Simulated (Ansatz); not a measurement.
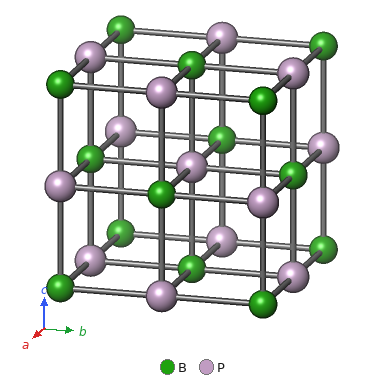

System: BP, space group Fm-3m (No. 225) (cell built by us, not taken from a database). The picture shows the conventional cell.

The given structure:
```cif
data_structure
_symmetry_space_group_name_H-M 'P 1'
_symmetry_Int_Tables_number 1
_cell_length_a 3.0544
_cell_length_b 3.0544
_cell_length_c 3.0544
_cell_angle_alpha 60.000
_cell_angle_beta 60.000
_cell_angle_gamma 60.000
_cell_volume 20.15
loop_
_atom_site_label
_atom_site_type_symbol
_atom_site_fract_x
_atom_site_fract_y
_atom_site_fract_z
_atom_site_occupancy
B1 B 0.00000 0.00000 0.00000 1
P1 P 0.50000 0.50000 0.50000 1
```

One of the inputs:
```
crystal:
  lattice:
    - [0.0, 2.1597997182, 2.1597997182]
    - [2.1597997182, 0.0, 2.1597997182]
    - [2.1597997182, 2.1597997182, 0.0]
  atoms:
    - { symbol: B, position: [0.0, 0.0, 0.0] }
    - { symbol: P, position: [0.5, 0.5, 0.5] }
kpoints:
  mp_grid: { grid: [16, 16, 16] }
  band_path:
    path:
      - [0.0, 0.0, 0.0]
      - [0.5, 0.0, 0.5]
      - [0.625, 0.25, 0.625]
      - [0.375, 0.375, 0.75]
      - [0.0, 0.0, 0.0]
      - [0.5, 0.5, 0.5]
      - [0.5, 0.25, 0.75]
      - [0.5, 0.0, 0.5]
    npoints: 14
scf:
  occupations: { method: fermi_dirac, width: 0.05 }
hamiltonian:
  xc: pbe
  pseudopotentials: { kind: paw }
output:
  forces: true
  stress: true
  eigenvalues: true
  efg: { contact_densities: true }
  populations: true
  bader: true
  dos: { projected: true, de: 0.2, e_range: [-14, 8] }
  write_density: true
  write_potential: true
  elf: true
  volumetric_format: npy
```

Command:
```bash
ansatz run input.yaml --threads 1 --pin off --max-ram 2048MiB --backend cpu --events-out ev --progress --plain --runs-dir out
```

How it was computed, with Ansatz 0.2.0: periodic Kohn-Sham DFT of a crystal at fixed atoms, scaled to the stated factor times the given cell; pressure positive in compression. Level: PBE.

method frozen-core PAW; relativity scalar; k mesh 16×16×16; occupations Fermi–Dirac; smearing width 0.05 eV; wave cutoff 420 eV; PAW set soft_2.

V(given) is 10.07 Å³/atom.

Describe the result: the pressure against V/V(given). The V/V(given) takes the values 0.941, 0.970, 1.000, 1.030, 1.060.

The pressure falls from 11.3 GPa at V/V(given) 0.941 to −8.4 GPa at 1.060, and changes sign near 1.000. The volume at zero pressure from a fit of the pressures is 10.1 Å³/atom. The bulk modulus from that fit is 164 GPa.

```csv
V/V(given),pressure (GPa)
0.941,11.3
0.970,5.3
1.000,0.0
1.030,-4.5
1.060,-8.4
```

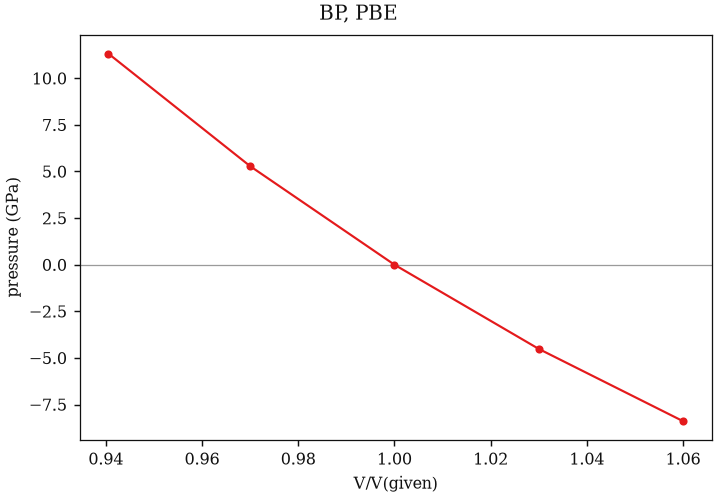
